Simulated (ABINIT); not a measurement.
## Si: phonons q calculation (part 2 of 2)

Continued. System: Si (I4₁/amd, 2 atoms in the cell). Method: Kohn-Sham DFT of a periodic cell, LDA, PseudoDojo NC SR LDA v0.4.1 standard, no spin polarisation (ABINIT 10.8.3); cutoff 435.38 eV, 8×8×8 k-mesh, fermi-dirac of 0.05 eV. The structure derives from a Materials Project entry.

Geometry of the input (Å; fractional positions):
```
-2.3617  2.3617  1.3308
2.3617  -2.3617  1.3308
2.3617  2.3617  -1.3308
Si 0.5000  0.5000  0.0000
Si 0.2500  0.7500  0.5000
```

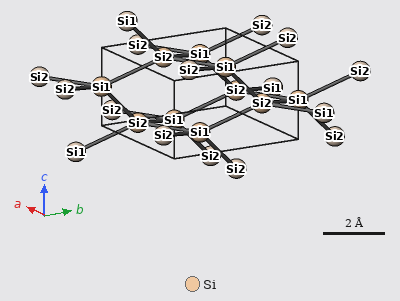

**Figure 1.** The structure as given in the input (ball-and-stick view of the cell 2 times as large as that of the calculation, set on its symmetry axes, seen at an oblique angle; neighbours outside the cell are drawn fainter; atoms are numbered from 1 in the order of the input).

Log, continued:
```
--- !EnergyTerms
iteration_state     : {dtset: 1, }
comment             : Components of total free energy in Hartree
kinetic             :  3.17026484403814E+00
hartree             :  8.81703098787540E-02
xc                  : -3.15656607811692E+00
Ewald energy        : -9.84458607564007E+00
psp_core            :  5.32652936665763E-01
local_psp           : -5.94167407207654E-01
non_local_psp       :  1.29502966011296E+00
internal            : -8.50920181026903E+00
'-kT*entropy'       : -3.50181878351016E-04
total_energy        : -8.50955199214738E+00
total_energy_eV     : -2.31556706038579E+02
band_energy         :  7.34591870383295E-01
...

 Cartesian components of stress tensor (hartree/bohr^3)
  sigma(1 1)= -6.39406970E-08  sigma(3 2)=  0.00000000E+00
  sigma(2 2)= -6.39406970E-08  sigma(3 1)=  0.00000000E+00
  sigma(3 3)= -1.22038026E-07  sigma(2 1)=  0.00000000E+00

-Cartesian components of stress tensor (GPa)         [Pressure=  2.4510E-03 GPa]
- sigma(1 1)= -1.88120025E-03  sigma(3 2)=  0.00000000E+00
- sigma(2 2)= -1.88120025E-03  sigma(3 1)=  0.00000000E+00
- sigma(3 3)= -3.59048269E-03  sigma(2 1)=  0.00000000E+00

================================================================================
== DATASET  2 ==================================================================

--- !DatasetInfo
iteration_state: {dtset: 2, }
dimensions: {natom: 2, nkpt: 512, mband: 12, nsppol: 1, nspinor: 1, nspden: 1, mpw: 628, }
cutoff_energies: {ecut:  16.0, pawecutdg:  -1.0, }
electrons: {nelect:   8.00000000E+00, charge:   0.00000000E+00, occopt:   3.00000000E+00, tsmear:   1.83746611E-03, }
meta: {optdriver: 1, rfphon: 1, }
...

 mkfilename : getwfk/=0, take file _WFK from output of DATASET   1.

 Exchange-correlation functional for the present dataset will be:
  LDA: Perdew-Wang 92 LSD fit to Ceperley-Alder data - ixc=7
  J.P.Perdew and Y.Wang, PRB 45, 13244 (1992)

 Real(R)+Recip(G) space primitive vectors, cartesian coordinates (Bohr,Bohr^-1):
 R(1)= -4.4629475  4.4629475  2.5147830  G(1)=  0.0000000  0.1120336  0.1988243
 R(2)=  4.4629475 -4.4629475  2.5147830  G(2)=  0.1120336  0.0000000  0.1988243
 R(3)=  4.4629475  4.4629475 -2.5147830  G(3)=  0.1120336  0.1120336  0.0000000
 Unit cell volume ucvol=  2.0035679E+02 bohr^3
 Angles (23,13,12)=  9.78745653E+01  9.78745653E+01  1.36551295E+02 degrees
 setup1 : take into account q-point for computing boxcut.

 getcut: wavevector=  0.2500  0.2500  0.2500  ngfft=  27  27  27
         ecut(hartree)=     16.000   => boxcut(ratio)=   2.08626
--------------------------------------------------------------------------------

 ==>  initialize data related to q vector <==

 The list of irreducible perturbations for this q vector is:
    1)    idir= 1    ipert=   1

================================================================================

 The perturbation idir=   2  ipert=   1 is
 symmetric of a previously calculated perturbation.
 So, its SCF calculation is not needed.

 The perturbation idir=   3  ipert=   1 is
 symmetric of a previously calculated perturbation.
 So, its SCF calculation is not needed.

 The perturbation idir=   1  ipert=   2 is
 symmetric of a previously calculated perturbation.
 So, its SCF calculation is not needed.

 The perturbation idir=   2  ipert=   2 is
 symmetric of a previously calculated perturbation.
 So, its SCF calculation is not needed.

 The perturbation idir=   3  ipert=   2 is
 symmetric of a previously calculated perturbation.
 So, its SCF calculation is not needed.

--------------------------------------------------------------------------------
 Perturbation wavevector (in red.coord.)   0.250000  0.250000  0.250000
 Perturbation : displacement of atom   1   along direction   1
 The set of symmetries contains only one element for this perturbation.
 symkpt : not enough symmetry to change the number of k points.

--------------------------------------------------------------------------------

--------------------------------------------------------------------------------

 dfpt_looppert : total number of electrons, from k and k+q
  fully or partially occupied states are    8.000000E+00 and    8.000000E+00.
 Initialisation of the first-order wave-functions :
  ireadwf=   0

--- !BeginCycle
iteration_state: {dtset: 2, }
solver: {iscf: 7, nstep: 80, nline: 4, wfoptalg: 0, }
tolerances: {tolvrs: 1.00E-09, }
...

     iter   2DEtotal(Ha)        deltaE(Ha) residm    vres2
-ETOT  1   4.4351116387578     -7.628E+01 1.911E+00 2.473E+03
 ETOT  2   3.4715158174478     -9.636E-01 7.573E-01 1.825E+02
 ETOT  3   3.3949237063987     -7.659E-02 3.894E-01 6.348E-01
 ETOT  4   3.3946723356136     -2.514E-04 1.603E-01 1.697E-02
 ETOT  5   3.3946661188809     -6.217E-06 1.304E-01 1.107E-04
 ETOT  6   3.3946660800688     -3.881E-08 5.918E-02 9.123E-07
 ETOT  7   3.3946660797433     -3.255E-10 4.639E-02 1.852E-09
 ETOT  8   3.3946660797430     -3.411E-13 2.208E-02 2.449E-11

 At SCF step    8       vres2   =  2.45E-11 < tolvrs=  1.00E-09 =>converged.
================================================================================

 ----iterations are completed or convergence reached----

 Mean square residual over all n,k,spin=   19.402E-06; max=  22.078E-03

 2DEtotal=    0.3394666080E+01 Ha. Also 2DEtotal=    0.923735698720E+02 eV
    (2DErelax=   -7.7320989547E+01 Ha. 2DEnonrelax=    8.0715655627E+01 Ha)
    (  non-var. 2DEtotal :    3.3946662784E+00 Ha)

================================================================================

 ---- first-order wavefunction calculations are completed ----

 ==> Compute Derivative Database <==

  Dynamical matrix, in cartesian coordinates,
   if specified in the inputs, asr has been imposed
     j1       j2             matrix element
  dir pert dir pert     real part    imaginary part

   1    1   1    1         0.0769099158         0.0000000000
   1    1   2    1         0.0000000000         0.0017438657
   1    1   3    2         0.0339478841         0.0000000000

   2    1   1    1         0.0000000000        -0.0017438657
   2    1   2    1         0.0769099158         0.0000000000
   2    1   3    2        -0.0000000000        -0.0339478841

   3    1   3    1         0.0523230897        -0.0000000000
   3    1   1    2         0.0339478841         0.0000000000
   3    1   2    2        -0.0000000000        -0.0339478841

   1    2   3    1         0.0339478841        -0.0000000000
   1    2   1    2         0.0769099158        -0.0000000000
   1    2   2    2         0.0000000000        -0.0017438657

   2    2   3    1        -0.0000000000         0.0339478841
   2    2   1    2         0.0000000000         0.0017438657
   2    2   2    2         0.0769099158        -0.0000000000

   3    2   1    1         0.0339478841        -0.0000000000
   3    2   2    1        -0.0000000000         0.0339478841
   3    2   3    2         0.0523230897         0.0000000000

  Phonon wavevector (reduced coordinates) :  0.25000  0.25000  0.25000
 Phonon energies in Hartree :
   5.538832E-04  5.538832E-04  1.211685E-03  1.211685E-03  1.500506E-03
   1.500506E-03
 Phonon frequencies in cm-1    :
   1.215633E+02  1.215633E+02  2.659341E+02  2.659341E+02  3.293230E+02
   3.293230E+02

================================================================================
== DATASET  3 ==================================================================

--- !DatasetInfo
iteration_state: {dtset: 3, }
dimensions: {natom: 2, nkpt: 512, mband: 12, nsppol: 1, nspinor: 1, nspden: 1, mpw: 628, }
cutoff_energies: {ecut:  16.0, pawecutdg:  -1.0, }
electrons: {nelect:   8.00000000E+00, charge:   0.00000000E+00, occopt:   3.00000000E+00, tsmear:   1.83746611E-03, }
meta: {optdriver: 1, rfphon: 1, }
...

 mkfilename : getwfk/=0, take file _WFK from output of DATASET   1.

 Exchange-correlation functional for the present dataset will be:
  LDA: Perdew-Wang 92 LSD fit to Ceperley-Alder data - ixc=7
  J.P.Perdew and Y.Wang, PRB 45, 13244 (1992)

 Real(R)+Recip(G) space primitive vectors, cartesian coordinates (Bohr,Bohr^-1):
 R(1)= -4.4629475  4.4629475  2.5147830  G(1)=  0.0000000  0.1120336  0.1988243
 R(2)=  4.4629475 -4.4629475  2.5147830  G(2)=  0.1120336  0.0000000  0.1988243
 R(3)=  4.4629475  4.4629475 -2.5147830  G(3)=  0.1120336  0.1120336  0.0000000
 Unit cell volume ucvol=  2.0035679E+02 bohr^3
 Angles (23,13,12)=  9.78745653E+01  9.78745653E+01  1.36551295E+02 degrees
 setup1 : take into account q-point for computing boxcut.

 getcut: wavevector=  0.0000  0.0000  0.5000  ngfft=  27  27  27
         ecut(hartree)=     16.000   => boxcut(ratio)=   2.04792
--------------------------------------------------------------------------------

 ==>  initialize data related to q vector <==

 The list of irreducible perturbations for this q vector is:
    1)    idir= 1    ipert=   1
    2)    idir= 3    ipert=   1

================================================================================

 The perturbation idir=   2  ipert=   1 is
 symmetric of a previously calculated perturbation.
 So, its SCF calculation is not needed.

 The perturbation idir=   1  ipert=   2 is
 symmetric of a previously calculated perturbation.
 So, its SCF calculation is not needed.

 The perturbation idir=   2  ipert=   2 is
 symmetric of a previously calculated perturbation.
 So, its SCF calculation is not needed.

 The perturbation idir=   3  ipert=   2 is
 symmetric of a previously calculated perturbation.
 So, its SCF calculation is not needed.

--------------------------------------------------------------------------------
 Perturbation wavevector (in red.coord.)   0.000000  0.000000  0.500000
 Perturbation : displacement of atom   1   along direction   1
 The set of symmetries contains only one element for this perturbation.
 symkpt : not enough symmetry to change the number of k points.

--------------------------------------------------------------------------------

--------------------------------------------------------------------------------

 dfpt_looppert : total number of electrons, from k and k+q
  fully or partially occupied states are    8.000000E+00 and    8.000000E+00.
 Initialisation of the first-order wave-functions :
  ireadwf=   0

--- !BeginCycle
iteration_state: {dtset: 3, }
solver: {iscf: 7, nstep: 80, nline: 4, wfoptalg: 0, }
tolerances: {tolvrs: 1.00E-09, }
...

     iter   2DEtotal(Ha)        deltaE(Ha) residm    vres2
-ETOT  1   3.4080515971998     -6.967E+01 1.414E+00 3.890E+02
 ETOT  2   3.1380624575082     -2.700E-01 1.776E-01 3.255E+00
 ETOT  3   3.1356371783233     -2.425E-03 1.613E-02 3.722E-02
 ETOT  4   3.1356178247993     -1.935E-05 4.539E-03 9.760E-05
 ETOT  5   3.1356177800855     -4.471E-08 6.563E-04 8.483E-07
 ETOT  6   3.1356177797108     -3.748E-10 1.857E-04 1.276E-08
 ETOT  7   3.1356177797081     -2.672E-12 2.897E-05 2.866E-09
 ETOT  8   3.1356177797077     -4.263E-13 8.340E-06 3.059E-11

 At SCF step    8       vres2   =  3.06E-11 < tolvrs=  1.00E-09 =>converged.
================================================================================

 ----iterations are completed or convergence reached----

 Mean square residual over all n,k,spin=   17.080E-09; max=  83.402E-07

 2DEtotal=    0.3135617780E+01 Ha. Also 2DEtotal=    0.853245065234E+02 eV
    (2DErelax=   -6.9944365352E+01 Ha. 2DEnonrelax=    7.3079983131E+01 Ha)
    (  non-var. 2DEtotal :    3.1356178279E+00 Ha)

--------------------------------------------------------------------------------
 Perturbation wavevector (in red.coord.)   0.000000  0.000000  0.500000
 Perturbation : displacement of atom   1   along direction   3
 The set of symmetries contains only one element for this perturbation.
 symkpt : not enough symmetry to change the number of k points.

--------------------------------------------------------------------------------

--------------------------------------------------------------------------------

 dfpt_looppert : total number of electrons, from k and k+q
  fully or partially occupied states are    8.000000E+00 and    8.000000E+00.
 Initialisation of the first-order wave-functions :
  ireadwf=   0

--- !BeginCycle
iteration_state: {dtset: 3, }
solver: {iscf: 7, nstep: 80, nline: 4, wfoptalg: 0, }
tolerances: {tolvrs: 1.00E-09, }
...

     iter   2DEtotal(Ha)        deltaE(Ha) residm    vres2
-ETOT  1   7.9987210639352     -1.082E+02 1.852E+00 2.029E+04
 ETOT  2   4.8721299434924     -3.127E+00 1.978E-01 3.138E+03
 ETOT  3   4.2820770847589     -5.901E-01 4.712E-02 3.036E+00
 ETOT  4   4.2815398847668     -5.372E-04 1.148E-02 3.514E-02
 ETOT  5   4.2815334559439     -6.429E-06 1.935E-03 5.305E-04
 ETOT  6   4.2815333612525     -9.469E-08 4.911E-04 1.791E-06
 ETOT  7   4.2815333609249     -3.276E-10 8.116E-05 2.037E-09
 ETOT  8   4.2815333609240     -8.811E-13 2.245E-05 5.944E-11

 At SCF step    8       vres2   =  5.94E-11 < tolvrs=  1.00E-09 =>converged.
================================================================================

 ----iterations are completed or convergence reached----

 Mean square residual over all n,k,spin=   29.098E-09; max=  22.455E-06

 2DEtotal=    0.4281533361E+01 Ha. Also 2DEtotal=    0.116506458009E+03 eV
    (2DErelax=   -1.1187679562E+02 Ha. 2DEnonrelax=    1.1615832898E+02 Ha)
    (  non-var. 2DEtotal :    4.2815340508E+00 Ha)

================================================================================

 ---- first-order wavefunction calculations are completed ----

 ==> Compute Derivative Database <==

  Dynamical matrix, in cartesian coordinates,
   if specified in the inputs, asr has been imposed
     j1       j2             matrix element
  dir pert dir pert     real part    imaginary part

   1    1   1    1         0.0902287767         0.0000000013
   1    1   2    1         0.0143829941         0.0000000013
   1    1   3    2         0.0168168277         0.0000001667

   2    1   1    1         0.0143829941         0.0000000013
   2    1   2    1         0.0902287767         0.0000000013
   2    1   3    2        -0.0168168277        -0.0000001667

   3    1   3    1         0.0180641924         0.0000000000
   3    1   1    2         0.0168168277        -0.0000001667
   3    1   2    2        -0.0168168277         0.0000001667

   1    2   3    1         0.0168168277         0.0000001667
   1    2   1    2         0.0902287767         0.0000000013
   1    2   2    2         0.0143829941         0.0000000013

   2    2   3    1        -0.0168168277        -0.0000001667
   2    2   1    2         0.0143829941         0.0000000013
   2    2   2    2         0.0902287767         0.0000000013

   3    2   1    1         0.0168168277        -0.0000001667
   3    2   2    1        -0.0168168277         0.0000001667
   3    2   3    2         0.0180641924         0.0000000000

  Phonon wavevector (reduced coordinates) :  0.00000  0.00000  0.50000
 Phonon energies in Hartree :
   4.315478E-04  4.315478E-04  1.283769E-03  1.283769E-03  1.429451E-03
   1.429451E-03
 Phonon frequencies in cm-1    :
   9.471379E+01  9.471379E+01  2.817547E+02  2.817547E+02  3.137281E+02
   3.137281E+02

== END DATASET(S) ==============================================================
================================================================================

 -outvars: echo values of variables after computation  --------
            acell      1.0000000000E+00  1.0000000000E+00  1.0000000000E+00 Bohr
           etotal1    -8.5095519921E+00
           etotal2     3.3946660797E+00
           etotal3     4.2815333609E+00
            fcart1    -0.0000000000E+00 -0.0000000000E+00 -0.0000000000E+00
                      -0.0000000000E+00 -0.0000000000E+00 -0.0000000000E+00
            fcart2     0.0000000000E+00  0.0000000000E+00  0.0000000000E+00
                       0.0000000000E+00  0.0000000000E+00  0.0000000000E+00
            fcart3     0.0000000000E+00  0.0000000000E+00  0.0000000000E+00
                       0.0000000000E+00  0.0000000000E+00  0.0000000000E+00
            rprim     -4.4629474802E+00  4.4629474802E+00  2.5147830492E+00
                       4.4629474802E+00 -4.4629474802E+00  2.5147830492E+00
                       4.4629474802E+00  4.4629474802E+00 -2.5147830492E+00
           strten1    -6.3940696997E-08 -6.3940696998E-08 -1.2203802599E-07
                       0.0000000000E+00  0.0000000000E+00  0.0000000000E+00
           strten2     0.0000000000E+00  0.0000000000E+00  0.0000000000E+00
                       0.0000000000E+00  0.0000000000E+00  0.0000000000E+00
           strten3     0.0000000000E+00  0.0000000000E+00  0.0000000000E+00
                       0.0000000000E+00  0.0000000000E+00  0.0000000000E+00
           xangst     -7.8910259742E-17  1.2889324644E-16  1.3307658791E+00
                       2.3616900984E+00  0.0000000000E+00  6.6538293955E-01
             xred      5.0000000000E-01  5.0000000000E-01  1.0582037569E-17
                       2.5000000000E-01  7.5000000000E-01  5.0000000000E-01
 Calculation completed.
```

Summary:

| quantity | value |
| --- | --- |
| outcome | converged |
| space group (tolerance 0.01 Å) | I4₁/amd (141) |
| electrons treated | 8 |
| free energy | −231.5567 eV |
| Fermi energy of the self-consistent step | 8.048 eV |
| gap on the k-point mesh | none (metallic) |
| pressure | 0.00 GPa |
| largest force (length of the vector) | under 0.001 eV/Å |
| hardware | 1 thread of Arm Neoverse V2, 24 GiB of memory available, shared host |
| wall time | 3.9 min |
| peak memory | 0.24 GiB |

Remarks:

Further notes kept with the run: chneut/=0 not allowed with q/=0 => chneut reset to 0 locally; asr/=0 not allowed with q/=0 => asr reset to 0 locally. Points of doubt noted for this run: k mesh coarse for metal response.
